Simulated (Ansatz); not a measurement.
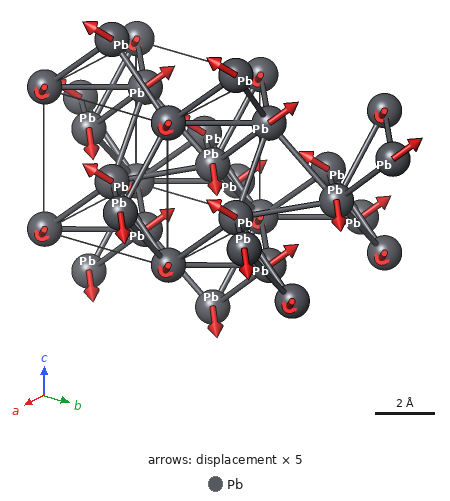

A relaxation of solid Pb (built on the N_198 type). The starting structure is drawn; red arrows show the displacements (the part carried along by the change of the cell is left out), 5 times their true length.

Style: ball-and-stick. Shown: the cell of the calculation, repeated 1 × 2 × 1 with one cell outlined, from a free direction.

Case: N type (P2_13, No. 198).

These are results of DFT PBE, scalar-relativistic, plane waves, PAW (Ansatz), not measurements.

Input file:
```yaml
crystal:
  lattice:
    - [5.2454185465, 0.0, 0.0]
    - [0.0, 5.2454185465, 0.0]
    - [0.0, 0.0, 5.2454185465]
  atoms:
    - { symbol: Pb, position: [0.03, 0.03, 0.03] }
    - { symbol: Pb, position: [0.47, 0.97, 0.53] }
    - { symbol: Pb, position: [0.53, 0.47, 0.97] }
    - { symbol: Pb, position: [0.97, 0.53, 0.47] }
basis:
  ecutwfc: 420
kpoints:
  mp_grid: { grid: [10, 10, 10] }
hamiltonian:
  xc: pbe
scf:
  occupations: { method: gaussian, width: 0.1 }
output:
  forces: true
  stress: true
  eigenvalues: true
relax:
  adjacent_minimum: "off"
  f_tol: 0.01
  max_steps: 80
  cell: { stress_tol: 0.05 }
```

### Describe the change and its energy.

The largest moves relative to the cell, 0.25 Å, are those of Pb1, Pb2, Pb3 and Pb4. Pb3 goes along [−1 1 1]. The drawn cell changes as follows: a = b = c 5.245 → 5.034 Å (−4.0 %); the volume changes by −11.6 %. Among the contacts that change: Pb1–Pb2 3.950 → 3.567 Å, Pb1–Pb2 (another image) 3.508 → 3.552 Å. Among the angles between lasting bonds that change: Pb2–Pb1–Pb3 68.5° → 60.3°, Pb2–Pb1–Pb4 128.2° → 120.3°, Pb2–Pb1–Pb2 96.8° → 90.2°. The space group stays P2_13 (No. 198). Over 3 accepted moves (4 points after the start) the energy falls by 0.287 eV per cell of the calculation. The largest force component goes from 0.069 to 0.0065 eV/Å. Pressure: −3.05 GPa at the start and 0.02 GPa at the end. The SCF was repeated once at an unchanged geometry on a basis and grid sized afresh for the cell, which shifted the energy by 1.8 meV per cell of the calculation at most.
